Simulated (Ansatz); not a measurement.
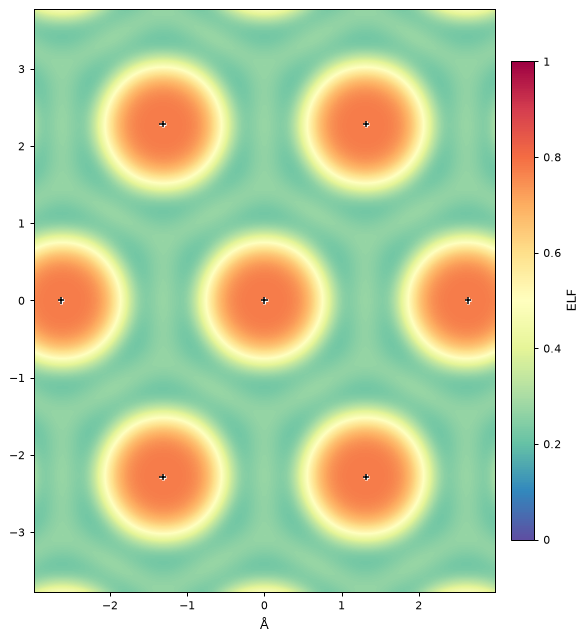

The electron localisation function on a plane through atoms (crosses mark nuclei in the plane).

Method: Kohn-Sham DFT of a periodic cell, LDA, Ansatz PAW in Ansatz 0.2.0.

Candidates:
A. MoS2, a = 3.12 Å, b = 3.12 Å, c = 21.36 Å, α = 90.00°, β = 90.00°, γ = 120.00°. Space group P-3m1; a structure from a database of computed crystals, not necessarily the ambient phase.
B. Rh, a = 2.64 Å, b = 2.64 Å, c = 8.62 Å, α = 90.00°, β = 90.00°, γ = 120.00°. Space group P6₃/mmc; a structure from a database of computed crystals, not necessarily the ambient phase; computed pressure about 7 GPa in this cell.

**Which candidate gave the map?**

Candidate B: Rh on the (001) plane of the conventional cell, which holds Rh. Rh–Rh (2.64 Å): the ELF is about 0.25 at the midpoint: no localised pair shows between them.
